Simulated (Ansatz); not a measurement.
Zn36O35 (cell charge +2, with a compensating background) (cell with a defect)

Zn36O35 (cell charge +2, with a compensating background) (cell with a defect), 71 atoms, a = 9.84 Å, b = 9.84 Å, c = 10.59 Å, α = 90.00°, β = 90.00°, γ = 120.00°.

Computed with Ansatz, DFT PBE, scalar-relativistic, plane waves, PAW.

Core electrons are frozen (PAW), and the valence fields are smoothed inside the atomic spheres.

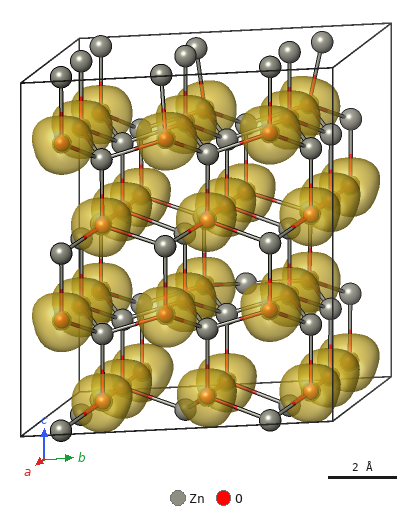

Figure 1. Isosurface of the electron localisation function at 0.6 (yellow), seen slightly off an axis. Only the valence region is drawn (cores and ρ < 0.01 e/Å³ removed). Sticks mark near contacts.

### What do the ELF domains correspond to?

The ELF exceeds this value in 35 regions wrapped around O (the valence shell of each), counted in one cell of 71 atoms. Regions shared between cells count once.


Zn–O (1.91 Å): the ELF peaks at about 0.80 in the valence shell of O, 0.6 Å from its nucleus, and is about 0.30 at the midpoint (no localised pair shows between them). Zn–O (1.97 Å): the ELF peaks at about 0.85 in the valence shell of O, 0.6 Å from its nucleus, and is about 0.25 at the midpoint (no shared electron pair shows on this line).

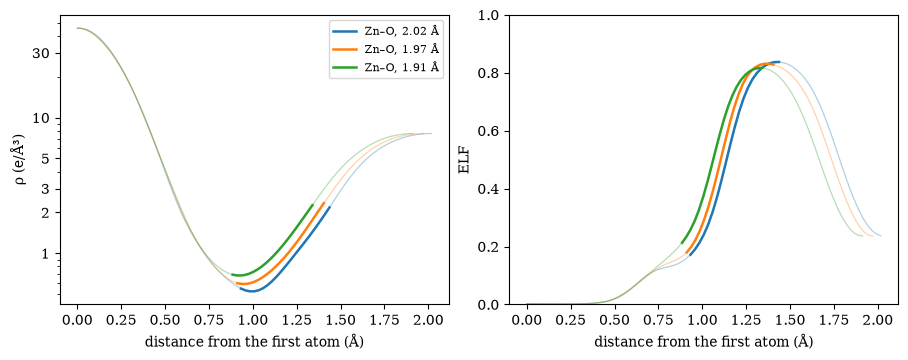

Figure 2. Valence charge density (pseudo) and ELF along straight lines between neighbouring atoms. Thin, pale parts lie inside the atomic spheres.

### Compare the contacts.

Zn–O (2.02 Å): ρ at the midpoint is about 0.52 e/Å³; the ELF peaks at about 0.85 in the valence shell of O, 0.6 Å from its nucleus, and is about 0.25 at the midpoint (no localised pair shows between them).
Zn–O (1.97 Å): ρ at the midpoint is about 0.6 e/Å³; the ELF peaks at about 0.85 in the valence shell of O, 0.6 Å from its nucleus, and is about 0.25 at the midpoint: no localised pair shows between them.
Zn–O (1.91 Å): ρ at the midpoint is about 0.69 e/Å³; the ELF peaks at about 0.80 in the valence shell of O, 0.6 Å from its nucleus, and is about 0.30 at the midpoint; no localised pair shows between them.

### Metal or insulator at this level of theory?

It is gapped, with a Kohn–Sham gap of 0.60 eV on the k-point mesh (the band edges may lie off the mesh, which would make the gap smaller).
